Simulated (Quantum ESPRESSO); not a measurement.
# How BN absorbs and reflects light, part 3 of 3

Aim: the dielectric function of BN, and the optical constants that follow from it. The cell comes from an older database entry, whose edges can differ from later determinations, mostly by under a per cent.

Quantum ESPRESSO 7.5; DFT, PBE, plane waves with norm-conserving potentials (PseudoDojo), scalar-relativistic, independent-particle optical response without local fields and without the non-local commutator.

So far. Step 2 (Ground state): There is a gap, 4.28 eV on this mesh (points off the mesh can give less), so no carriers' term is needed.

The database entry behind the starting cell differs from later determinations by our own check (about 0.3 % short, minor phase), so it need not match the best structure at ambient conditions.

### 5. Dielectric function

With the density converged, the vertical transitions are summed over the zone.

This step: DFT, PBE, plane waves with norm-conserving potentials (PseudoDojo), scalar-relativistic, independent-particle optical response without local fields and without the non-local commutator (Quantum ESPRESSO 7.5).

File epsilon.in:

```
&inputpp
  prefix = 'x'
  outdir = './tmp'
  calculation = 'eps'
/
&energy_grid
  smeartype = 'gauss'
  intersmear = 0.4
  wmin = 0.0
  wmax = 22
  nw = 500
/
```

Run with:

```bash
$ mpirun -n 4 epsilon.x -nk 4 -in epsilon.in
```

Output:

```text
[banner, memory and clock lines left out]

     Broadcasting variables...

     IMPORTANT: XC functional enforced from input :
     Exchange-correlation= PBE
                           (   1   4   3   4   0   0   0)
     Any further DFT definition will be discarded

     G-vector sticks info

     Fermi energy [eV] is:  4.80653
     The system is a dielectric...
     metallic system: redefining wmin =     0.000000

     Performing eps calculation...

     xx,yy,zz plasmon frequences [eV] are:    21.370281405   21.370281405   17.848296019
```

Run time: 1.5 s. Hardware: 4 MPI ranks of Arm Neoverse V2, shared host; peak memory 0.04 GiB; 5.5 s of CPU time.

Numbers from this step:

```
electronic dielectric constant ε∞, mean over x, y and z (by symmetry where fewer were run) : 4.474
main peak of Im epsilon, first axis                                                        : 5.572 eV
```

Some rows of epsi_x.dat:

```text
# energy grid [eV]     epsi_x  epsi_y  epsi_z
#
    0.176352705    0.005366910    0.005366910    0.001707542
    1.234468938    0.041065440    0.041065440    0.012681598
    2.292585170    0.097949292    0.097949292    0.027963720
    3.350701403    0.241433495    0.241433495    0.060486258
    4.408817635    1.266804186    1.266804186    0.294070292
    5.466933868    9.726366410    9.726366411    1.078047489
    6.525050100    5.343998057    5.343998056    0.784231249
    7.583166333    2.504124105    2.504124105    0.569123328
    8.641282565    1.256454886    1.256454886    0.757621048
    9.699398798    1.024854922    1.024854922    5.102978718
   10.757515030    1.035314791    1.035314791    5.240967457
   11.815631263    1.047397371    1.047397371    4.465873231
   12.873747495    2.720327463    2.720327463    3.664764386
   13.931863727    8.900908065    8.900908066    6.232372788
   14.989979960    7.168049006    7.168049006    1.589777139
   16.048096192    3.444522679    3.444522678    0.850592323
   17.106212425    3.159699688    3.159699687    0.785451394
   18.164328657    2.495417968    2.495417969    1.467739013
   19.222444890    1.956699210    1.956699210    1.160397805
   20.280561122    1.354679028    1.354679028    1.272058499
   21.338677355    1.115524934    1.115524934    0.808055929
```

The Im ε has structure finer than the step of the table below, so its rows give means over 1 eV, whole bins alone (the curve runs from 0 to 22 eV). Peaks (eV: height): E ∥ x or y 5.6: 10.3, 14.3: 9.92, 16.8: 5.08; E ∥ z 10.3: 8.92, 13.6: 7.08.

Values under the direct gap are tails of Lorentzian lines. The Im ε by photon energy; means over each step:

```
photon energy (eV)  E ∥ x or y   E ∥ z
                 1      0.0327  0.0102
                 2      0.0800  0.0233
                 3       0.182  0.0473
                 4       0.664   0.154
                 5        5.54    1.04
                 6        8.13   0.969
                 7        3.38   0.639
                 8        1.91   0.628
                 9        1.18    1.40
                10       0.952    6.59
                11        1.03    5.29
                12        1.21    3.81
                13        3.91    4.55
                14        8.98    5.70
                15        6.45    2.00
                16        3.98   0.958
                17        3.67   0.728
                18        2.44    1.18
                19        2.09    1.30
                20        1.52    1.28
                21        1.33   0.979
```

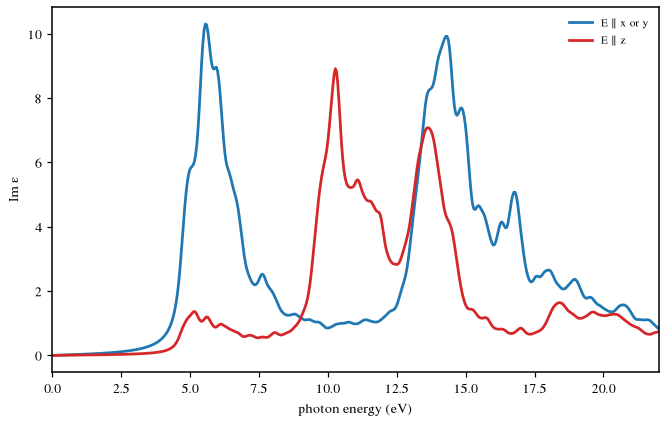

Im ε against photon energy.

Table of Re ε by photon energy:

```
photon energy (eV)  E ∥ x or y   E ∥ z
                 0        5.02    3.38
                 2        5.36    3.48
                 4        7.43    4.01
                 6        1.40    3.66
                 8       0.892    4.62
                10        2.63    6.66
                12        4.66   0.292
                14        3.93   -2.16
                16      -0.969  -0.941
                18       -1.25   0.817
                20       -1.17   0.122
                22      -0.989   0.155
```

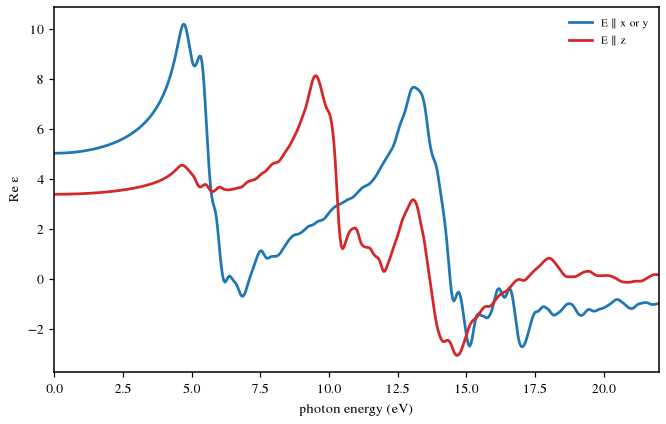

Re ε against photon energy.

The loss function −Im 1/ε at q → 0 has structure finer than the step of the table below, so its rows give means over 2 eV, whole bins alone (the curve runs from 0 to 22 eV). Peaks (eV: height): E ∥ x or y 7.3: 0.423, 8.2: 0.456, 16.0: 0.277, 18.6: 0.382, 20.5: 0.521, 21.5: 0.519; E ∥ z 16.8: 1.37, 17.3: 1.47, 21.6: 1.50.

Values under the direct gap are tails of Lorentzian lines. The loss function −Im 1/ε at q → 0 by energy loss; means over each step:

```
energy loss (eV)  E ∥ x or y    E ∥ z
               2     0.00283  0.00197
               4      0.0153   0.0161
               6       0.133   0.0659
               8       0.367   0.0301
              10       0.136   0.0898
              12      0.0561    0.220
              14      0.0937    0.156
              16       0.209    0.683
              18       0.310    0.857
              20       0.415    0.811
```

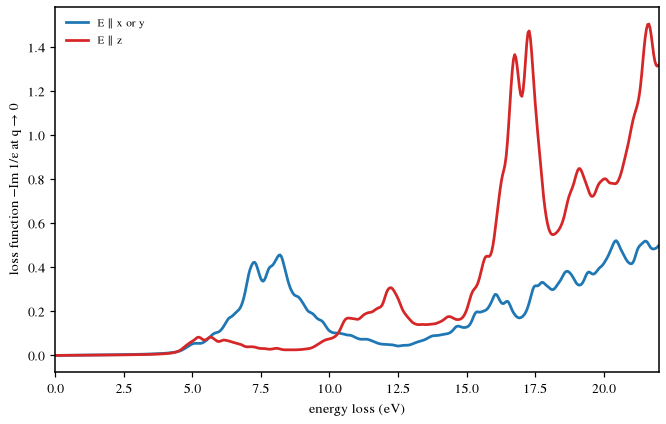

Loss function −Im 1/ε at q → 0 against energy loss.

The reflectivity at normal incidence has structure finer than the step of the table below, so its rows give means over 1 eV, whole bins alone (the curve runs from 0 to 22 eV). Peaks (eV: height): E ∥ x or y 6.1: 37.7, 15.1: 46.2, 17.2: 50.0, 19.3: 42.2; E ∥ z 10.4: 35.0, 14.9: 59.1, 20.9: 20.8.

Table of reflectivity at normal incidence by photon energy; means over each step:

```
photon energy (eV)  E ∥ x or y (%)  E ∥ z (%)
                 1            14.9       8.83
                 2            15.8       9.15
                 3            17.6       9.80
                 4            21.9       11.3
                 5            30.5       12.5
                 6            35.7       10.5
                 7            24.9       10.8
                 8            11.3       13.5
                 9            5.98       19.6
                10            7.11       30.3
                11            10.0       26.8
                12            14.4       22.6
                13            24.6       22.1
                14            35.9       41.9
                15            41.7       54.2
                16            34.6       42.9
                17            42.2       19.9
                18            37.5       8.73
                19            37.9       14.7
                20            40.0       15.3
                21            40.8       20.1
```

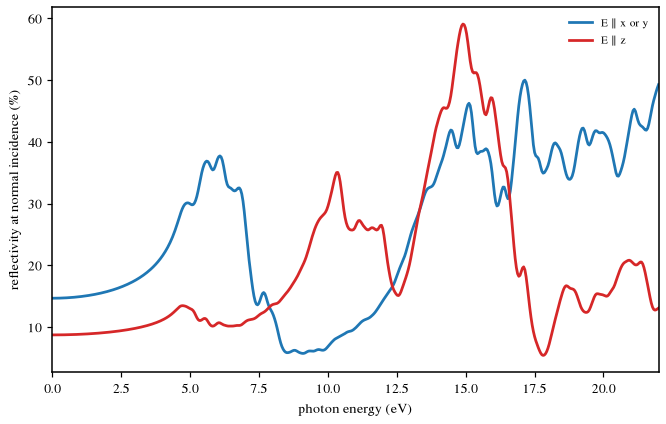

Reflectivity at normal incidence, plotted against photon energy.

Table of refractive index n and extinction k by photon energy:

```
photon energy (eV)  n, E ∥ x or y  k, E ∥ x or y  n, E ∥ z  k, E ∥ z
               0.0           2.24              0      1.84         0
               2.5           2.37         0.0243      1.88   0.00853
               5.0           3.11          0.930      2.07     0.298
               7.5           1.36          0.864      2.04     0.135
              10.0           1.64          0.260      2.84      1.18
              12.5           2.44          0.321      1.59     0.892
              15.0           1.61           2.20     0.496      1.59
              17.5          0.837           1.43     0.750     0.465
              20.0          0.595           1.23     0.826     0.749
```

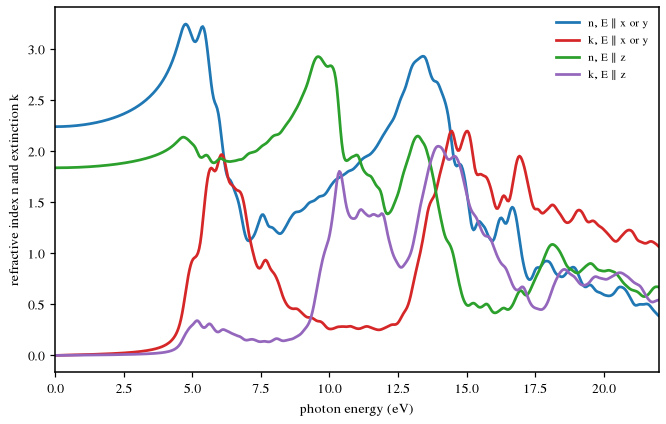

Refractive index n and extinction k, plotted against photon energy.

Optical constants at common wavelengths, from n + ik = √ε:

```
wavelength (nm)  n xy   k xy  R (%) xy   1/α xy   n z    k z  R (%) z   1/α z
           1550  2.25  0.006      14.8    22 µm  1.84  0.002      8.8   57 µm
           1064  2.26  0.008      15.0  10.0 µm  1.85  0.003      8.9   26 µm
            532  2.35  0.021      16.2   2.0 µm  1.88  0.008      9.3  5.5 µm
            450  2.40  0.029      17.0   1.2 µm  1.90  0.010      9.6  3.5 µm
            405  2.45  0.037      17.7   860 nm  1.91  0.013      9.8  2.6 µm
            248  3.11  0.930      30.0    21 nm  2.07  0.298     13.0   66 nm
            193  1.70  1.674      32.6   9.2 nm  1.90  0.218     10.1   71 nm
```

Below the direct gap, k and the depth come from the tails of the Lorentzian lines, not from transitions.

Rows near the edge hang on the gap, which this functional as a rule makes too small, and phonon-assisted absorption is left out.

At 1064 nm the birefringence n(z) − n(x) is -0.418: the crystal is uniaxial negative at this level.

### 6. Summary of results

```yaml
electronic_dielectric_constant_eps_infinity_mean_over_x_y_and_z_by_symmetry_where_fewer_were_run_independent_particles: 4.47
main_peak_of_im_epsilon_first_axis: 5.57 eV
```

At this level (PBE, independent particles) BN has a mean ε∞ = 4.47 and n = 2.25 at 1550 nm (E ∥ x), and Im ε peaks at 5.6 eV (E ∥ x). Distinct maxima of Im ε, read by a parabola through the highest points, lie at 5.57 eV (10), 14.31 eV (9.9) and 16.77 eV (5.1) for E ∥ x or y. The static values by axis are 5.02 (xy), 3.38 (z). At 1064 nm the birefringence n(z) − n(x) is -0.418: the crystal is uniaxial negative at this level. Excitons and phonon-assisted transitions are missing, and so are local fields; PBE gaps are as a rule too small, which pulls the onset down and ε∞ up. epsilon.x leaves out the commutator of the non-local potential, so its intensities are off, as a rule too high. The sum runs over mesh points, so small or evenly spaced maxima can still be ripples of the mesh. The mesh misses the corner K of the hexagonal zone, so gaps read from it can be too wide where band edges lie there.

[Machine, clock, banner and «Message from routine» lines are left out of the logs.]

[Logs are printed without paths, hosts, clocks, repeated set-up lines and the standing remarks that a program may print on its own settings, such as how far it seeks lower states.]

[Hosts, paths, dates, database ids (printed as entryN), source tags and the programs' standing remarks are cut or masked in the printed files.]
